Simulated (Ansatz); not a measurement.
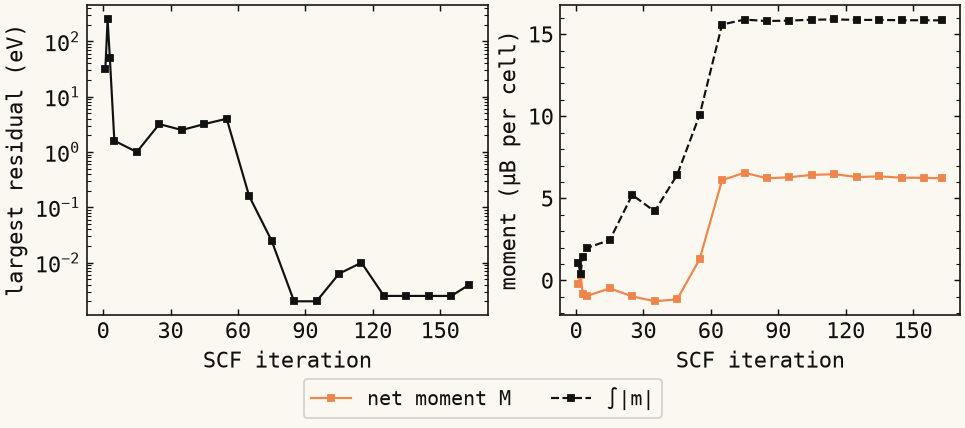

The plot shows the SCF iterations of a calculation: largest residual, magnetic moments. Only some iterations were kept.

The run: MnO (P1, 8 atoms in the cell), by DFT, PBE, PAW (an earlier, harder data set), plane waves, scalar-relativistic (Ansatz development build ahead of 0.2.0); cutoff 930 eV, 2×2×2 k-mesh, Fermi–Dirac smearing of 0.1 eV, collinear spins.
Setting under test: symmetry off, default search for lower states.

**Did the calculation converge?**

The run gave up at step 163 without converging. The residual first shoots up to about 250 before step 2. It then comes down slowly and unevenly, and has reached only 4 × 10⁻³ when the run stops.

**Read the residual at the first and at the last step drawn.**

It starts near 30 and ends near 4 × 10⁻³ eV.

**How do the moments develop?**

The net moment goes from −0.2 to 6.2 μB per cell, with excursions between −1.3 and 6.6 on the way, though in an unconverged run this needn't be final.
